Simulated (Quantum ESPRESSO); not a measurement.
# GaP: geometry relaxation (part 2 of 2)

The same run, continued: GaP (2 atoms in the cell); Kohn-Sham DFT of a periodic cell, PBE, PseudoDojo 0.4.1 SR PBE standard, no spin polarisation (Quantum ESPRESSO 7.5); cutoff 1360.57 eV, 8×8×8 k-mesh, Gaussian smearing of 0.01 eV. 

Geometry of the input (Å; fractional positions):
```
0.0000  2.7542  2.7267
2.7542  0.0000  2.7267
2.7542  2.7542  0.0000
Ga 0.0000  0.0000  0.0000
P  0.2500  0.2500  0.2500
```

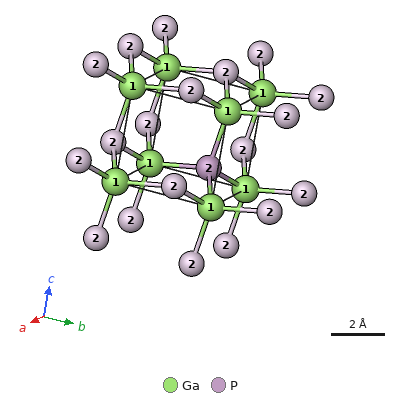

Figure 1. The input geometry (ball-and-stick view of the reduced cell, seen slightly off an axis; neighbours outside the cell are drawn fainter; atoms are numbered from 1 in the order of the input).

### The program's output, continued
```
    -7.2515  -7.1781  -7.1768  -7.1092  -7.1021  -3.8421   2.8006   5.3099
     6.6689  10.1695  12.2026  12.2563  13.6619  15.5734  17.8076

          k = 0.0000-0.1759 0.1777 (  4731 PWs)   bands (ev):

    -7.2273  -7.1879  -7.1848  -7.1096  -7.1042  -4.4854   4.5717   6.0145
     7.0845  10.2431  11.5894  11.7258  12.8847  15.5324  16.7383

          k = 0.3518 0.0000 0.0000 (  4715 PWs)   bands (ev):

    -7.2593  -7.1684  -7.1674  -7.1212  -7.0970  -3.9984   3.6505   5.7068
     5.7307   9.5631  11.0018  13.9441  14.0809  14.9956  17.9992

          k = 0.4397 0.0879-0.0888 (  4708 PWs)   bands (ev):

    -7.2762  -7.1607  -7.1579  -7.1242  -7.0941  -3.3877   2.4079   5.0025
     5.3965   9.6954  10.9766  13.9451  14.6055  16.9494  18.6801

          k =-0.1759-0.5277 0.5330 (  4709 PWs)   bands (ev):

    -7.2830  -7.1618  -7.1542  -7.1195  -7.0954  -2.6980   1.2844   4.1766
     5.3819   9.8257  12.2257  13.8530  14.3669  17.9980  18.9697

          k =-0.0879-0.4397 0.4442 (  4714 PWs)   bands (ev):

    -7.2790  -7.1662  -7.1570  -7.1114  -7.1020  -2.5710   1.1242   3.7443
     5.6760  10.0805  12.8976  13.8795  14.8420  16.4843  16.9666

          k = 0.0000-0.3518 0.3553 (  4711 PWs)   bands (ev):

    -7.2672  -7.1710  -7.1662  -7.1085  -7.1044  -3.1775   1.9801   4.0173
     6.1876  10.4846  12.9446  13.1546  13.5393  15.6310  18.3178

          k = 0.5277 0.0000-0.0000 (  4718 PWs)   bands (ev):

    -7.2934  -7.1468  -7.1456  -7.1334  -7.0901  -2.9153   1.7155   4.9950
     5.0074   9.0388   9.8858  16.0661  16.2494  16.9432  18.9894

          k =-0.0879-0.6156 0.6219 (  4723 PWs)   bands (ev):

    -7.2987  -7.1461  -7.1416  -7.1321  -7.0901  -2.3550   0.9855   4.2925
     4.9177   9.2885  10.2323  16.0126  16.4185  18.2898  19.2082

          k = 0.0000-0.5277 0.5330 (  4717 PWs)   bands (ev):

    -7.2912  -7.1553  -7.1453  -7.1235  -7.0959  -2.1820   0.8687   3.5099
     5.1660   9.5690  12.1289  15.4487  15.5251  16.4794  17.6619

          k =-0.7036 0.0000 0.0000 (  4744 PWs)   bands (ev):

    -7.3061  -7.1388  -7.1378  -7.1363  -7.0872  -2.1524   0.6593   4.7448
     4.7513   9.0552   9.2068  17.7415  17.7438  18.2882  20.1628

          k = 0.0000 0.0000 0.1777 (  4741 PWs)   bands (ev):

    -7.2170  -7.1896  -7.1896  -7.1109  -7.1038  -4.7356   5.7931   6.6838
     6.6838  10.1982  10.7808  12.1497  12.1497  15.5188  17.1902

          k = 0.1759 0.1759 0.0000 (  4727 PWs)   bands (ev):

    -7.2276  -7.1888  -7.1834  -7.1092  -7.1045  -4.4896   4.5729   6.0609
     7.0404  10.2295  11.6648  11.7228  12.8451  15.4624  16.6908

          k = 0.2638 0.2638-0.0888 (  4717 PWs)   bands (ev):

    -7.2514  -7.1788  -7.1759  -7.1084  -7.1029  -3.8489   2.8124   5.3606
     6.6120  10.1464  12.2280  12.2584  13.6764  15.5424  17.7559

          k =-0.3518-0.3518 0.5330 (  4717 PWs)   bands (ev):

    -7.2694  -7.1723  -7.1714  -7.1030  -7.1029  -3.1008   1.3014   5.1621
     6.1631   9.8900  12.0342  12.4652  15.2824  16.9837  17.7212

          k =-0.2638-0.2638 0.4442 (  4705 PWs)   bands (ev):

    -7.2732  -7.1719  -7.1692  -7.1070  -7.0978  -2.9251   1.0066   5.3096
     5.9030   9.8222  11.8552  12.6810  15.2044  17.3946  18.9188

          k =-0.1759-0.1759 0.3553 (  4709 PWs)   bands (ev):

    -7.2613  -7.1747  -7.1718  -7.1124  -7.0978  -3.5752   2.2178   5.7235
     5.9150   9.9747  11.7600  12.9541  13.6700  16.9135  18.1028

          k =-0.0879-0.0879 0.2665 (  4724 PWs)   bands (ev):

    -7.2392  -7.1813  -7.1798  -7.1138  -7.1008  -4.2951   4.0831   6.2047
     6.2648  10.1939  11.1759  12.8553  13.0131  15.3747  17.2321

          k = 0.3518 0.1759-0.0000 (  4719 PWs)   bands (ev):

    -7.2588  -7.1730  -7.1688  -7.1163  -7.0987  -3.7800   3.0207   5.0394
     6.0782  10.6069  11.3426  12.7243  13.8434  15.7933  18.2652

          k =-0.2638-0.4397 0.6219 (  4711 PWs)   bands (ev):

    -7.2730  -7.1695  -7.1606  -7.1143  -7.0987  -3.0532   1.7144   4.4037
     5.6398  10.7380  11.7334  12.9987  14.4295  16.7910  18.6707

          k =-0.1759-0.3518 0.5330 (  4715 PWs)   bands (ev):

    -7.2784  -7.1690  -7.1577  -7.1117  -7.0995  -2.6120   1.0231   4.2275
     5.4511  10.6907  11.6280  13.7243  15.1748  16.1368  19.2355

          k =-0.0879-0.2638 0.4442 (  4703 PWs)   bands (ev):

    -7.2732  -7.1695  -7.1607  -7.1154  -7.0977  -3.0380   1.7076   4.3611
     5.6745  10.7037  11.7579  12.9404  14.4065  16.8429  18.7741

          k = 0.0000-0.1759 0.3553 (  4718 PWs)   bands (ev):

    -7.2587  -7.1731  -7.1693  -7.1173  -7.0979  -3.7649   3.0284   4.9802
     6.1084  10.5403  11.3303  12.7706  13.8205  15.8305  18.3265

          k = 0.3518 0.0000 0.1777 (  4716 PWs)   bands (ev):

    -7.2589  -7.1725  -7.1694  -7.1162  -7.0987  -3.7771   3.0076   5.0034
     6.1140  10.6290  11.3863  12.7775  13.7374  15.7976  18.3628

          k =-0.1759-0.5277 0.7107 (  4711 PWs)   bands (ev):

    -7.2871  -7.1571  -7.1483  -7.1259  -7.0934  -2.7717   1.5675   4.3874
     4.9180  10.1905  10.8049  13.7425  16.1952  17.2368  19.4455

          k =-0.0879-0.4397 0.6219 (  4711 PWs)   bands (ev):

    -7.2877  -7.1609  -7.1453  -7.1211  -7.0970  -2.2670   0.9959   3.7283
     4.7550  10.5636  12.1693  13.4291  15.3368  16.9247  19.5411

          k = 0.0000-0.3518 0.5330 (  4722 PWs)   bands (ev):

    -7.2819  -7.1660  -7.1495  -7.1166  -7.1001  -2.4323   1.1946   3.5576
     5.1105  10.9237  12.7173  12.8076  15.3774  16.1839  17.9561

          k =-0.2638 0.6156-0.4442 (  4716 PWs)   bands (ev):

    -7.2730  -7.1693  -7.1609  -7.1140  -7.0989  -3.0510   1.6981   4.3626
     5.6747  10.7984  11.8051  13.0306  14.3412  16.7805  18.7352

          k =-0.1759 0.7036-0.5330 (  4715 PWs)   bands (ev):

    -7.2871  -7.1562  -7.1492  -7.1257  -7.0935  -2.7716   1.5588   4.3623
     4.9288  10.2151  10.8271  13.9064  16.0430  17.2370  19.5624

          k =-0.7036 0.1759 0.0000 (  4730 PWs)   bands (ev):

    -7.2978  -7.1494  -7.1412  -7.1285  -7.0919  -2.1060   0.7574   4.2783
     4.3554  10.1399  10.2871  15.6416  15.7258  18.7063  19.1674

          k =-0.1759 0.5277-0.3553 (  4704 PWs)   bands (ev):

    -7.2782  -7.1689  -7.1580  -7.1102  -7.1007  -2.6181   1.0133   4.1986
     5.4712  10.7824  11.6825  13.7159  15.1779  16.2399  19.1600

          k =-0.0879 0.6156-0.4442 (  4706 PWs)   bands (ev):

    -7.2875  -7.1602  -7.1462  -7.1206  -7.0975  -2.2726   0.9859   3.7194
     4.7450  10.6100  12.2156  13.5845  15.4597  16.8142  19.3655

          k =-0.7036 0.0000 0.1777 (  4714 PWs)   bands (ev):

    -7.2978  -7.1481  -7.1421  -7.1287  -7.0920  -2.1092   0.7548   4.2706
     4.3420  10.1637  10.3141  15.8012  15.9148  18.5261  19.0027

          k = 0.0000 0.5277-0.3553 (  4715 PWs)   bands (ev):

    -7.2817  -7.1654  -7.1503  -7.1151  -7.1013  -2.4446   1.1819   3.5681
     5.0895  10.9869  12.8176  12.9667  15.4337  16.0348  17.8254

          k = 0.0000 0.0000 0.3553 (  4720 PWs)   bands (ev):

    -7.2589  -7.1684  -7.1684  -7.1222  -7.0964  -3.9814   3.7079   5.6676
     5.6676   9.4822  11.0085  14.0151  14.0151  15.0963  17.8985

          k =-0.3518-0.3518 0.7107 (  4698 PWs)   bands (ev):

    -7.2671  -7.1702  -7.1668  -7.1074  -7.1056  -3.1860   2.0035   4.0686
     6.1217  10.4063  13.0066  13.1439  13.5706  15.5985  18.1864

          k =-0.2638-0.2638 0.6219 (  4712 PWs)   bands (ev):

    -7.2792  -7.1655  -7.1575  -7.1127  -7.1009  -2.5691   1.1468   3.7898
     5.6078   9.9964  12.9246  13.8569  14.8087  16.4448  16.9462

          k =-0.1759-0.1759 0.5330 (  4712 PWs)   bands (ev):

    -7.2834  -7.1613  -7.1547  -7.1210  -7.0943  -2.6779   1.3015   4.2023
     5.3167   9.7507  12.1576  13.8666  14.3189  18.0548  18.9852

          k =-0.0879-0.0879 0.4442 (  4712 PWs)   bands (ev):

    -7.2764  -7.1606  -7.1584  -7.1255  -7.0932  -3.3649   2.4457   4.9856
     5.3374   9.6143  10.9335  13.9878  14.5733  17.0129  18.6492

          k =-0.1759-0.3518 0.7107 (  4710 PWs)   bands (ev):

    -7.2819  -7.1657  -7.1497  -7.1165  -7.1003  -2.4397   1.2088   3.6011
     5.0548  10.8604  12.7673  12.8992  15.2833  16.1684  17.8691

          k =-0.0879-0.2638 0.6219 (  4710 PWs)   bands (ev):

    -7.2881  -7.1606  -7.1456  -7.1222  -7.0962  -2.2516   1.0175   3.7228
     4.7160  10.4902  12.1027  13.4832  15.4090  16.9103  19.4752

          k = 0.0000-0.1759 0.5330 (  4704 PWs)   bands (ev):

    -7.2876  -7.1568  -7.1487  -7.1272  -7.0923  -2.7447   1.6013   4.3243
     4.9070  10.1011  10.7463  13.8197  16.1340  17.2891  19.5463

          k =-0.7036 0.3518 0.0000 (  4708 PWs)   bands (ev):

    -7.2883  -7.1621  -7.1421  -7.1207  -7.0983  -2.0487   0.8859   3.8599
     4.0187  12.0003  12.0624  13.3252  13.4502  18.7837  19.0995

          k =-0.7036 0.0000 0.3553 (  4704 PWs)   bands (ev):

    -7.2879  -7.1614  -7.1429  -7.1195  -7.0994  -2.0647   0.8644   3.8600
     4.0155  12.0900  12.1683  13.4701  13.5651  18.6143  18.9433

          k = 0.0000 0.0000 0.5330 (  4716 PWs)   bands (ev):

    -7.2938  -7.1464  -7.1464  -7.1349  -7.0891  -2.8823   1.7805   4.9378
     4.9378   8.9488   9.8406  16.1517  16.1517  17.0278  18.9220

          k =-0.1759-0.1759 0.7107 (  4712 PWs)   bands (ev):

    -7.2917  -7.1548  -7.1456  -7.1251  -7.0947  -2.1613   0.9110   3.5134
     5.0969   9.4845  12.0187  15.4794  15.5187  16.4995  17.6294

          k =-0.0879-0.0879 0.6219 (  4706 PWs)   bands (ev):

    -7.2994  -7.1461  -7.1418  -7.1336  -7.0890  -2.3196   1.0414   4.2527
     4.8505   9.2071  10.1411  16.0525  16.3833  18.3457  19.1962

          k =-0.7036 0.5277 0.0000 (  4710 PWs)   bands (ev):

    -7.2985  -7.1487  -7.1419  -7.1298  -7.0908  -2.0750   0.8072   4.2283
     4.3079  10.0633  10.1931  15.7383  15.8111  18.6659  19.1007

          k = 0.0000 0.0000-0.7107 (  4744 PWs)   bands (ev):

    -7.3070  -7.1405  -7.1371  -7.1371  -7.0860  -2.1097   0.7236   4.6801
     4.6801   8.9882   9.1123  17.7436  17.7436  18.3782  20.1426

     the Fermi energy is     8.1573 ev

!    total energy              =    -166.85798177 Ry
     estimated scf accuracy    <          7.1E-12 Ry
     smearing contrib. (-TS)   =      -0.00000000 Ry
     internal energy E=F+TS    =    -166.85798177 Ry

     The total energy is F=E-TS. E is the sum of the following terms:
     one-electron contribution =     -77.69199086 Ry
     hartree contribution      =      52.62436575 Ry
     xc contribution           =     -46.00547952 Ry
     ewald contribution        =     -95.78487715 Ry

     convergence has been achieved in   9 iterations

     Forces acting on atoms (cartesian axes, Ry/au):

     atom    1 type  1   force =    -0.00000000    0.00000000    0.00000000
     atom    2 type  2   force =    -0.00000000   -0.00000000    0.00000000

     Total force =     0.000000     Total SCF correction =     0.000000

     Computing stress (Cartesian axis) and pressure

          total   stress  (Ry/bohr**3)                   (kbar)     P=        7.82
   0.00003688  -0.00000000  -0.00000000            5.42       -0.00       -0.00
  -0.00000000   0.00003688   0.00000000           -0.00        5.42        0.00
   0.00000000   0.00000000   0.00008571            0.00        0.00       12.61

     BFGS Geometry Optimization
     Energy error            =      9.1E-64 Ry
     Gradient error          =      2.7E-32 Ry/Bohr

     bfgs converged in   1 scf cycles and   0 bfgs steps
     (criteria: energy <  1.0E-05 Ry, force <  1.0E-04 Ry/Bohr)

     End of BFGS Geometry Optimization

     Final energy             =    -166.8579817743 Ry
Begin final coordinates

ATOMIC_POSITIONS (crystal)
Ga               0.0000000000        0.0000000000        0.0000000000
P                0.2500000000        0.2500000000        0.2500000000
End final coordinates

=------------------------------------------------------------------------------=
   JOB DONE.
=------------------------------------------------------------------------------=
```

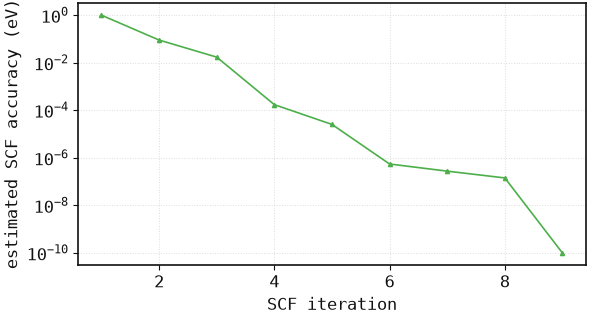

Figure 2. Convergence of the self-consistent field: estimated SCF accuracy against the iteration. The field takes 9 iterations in all.
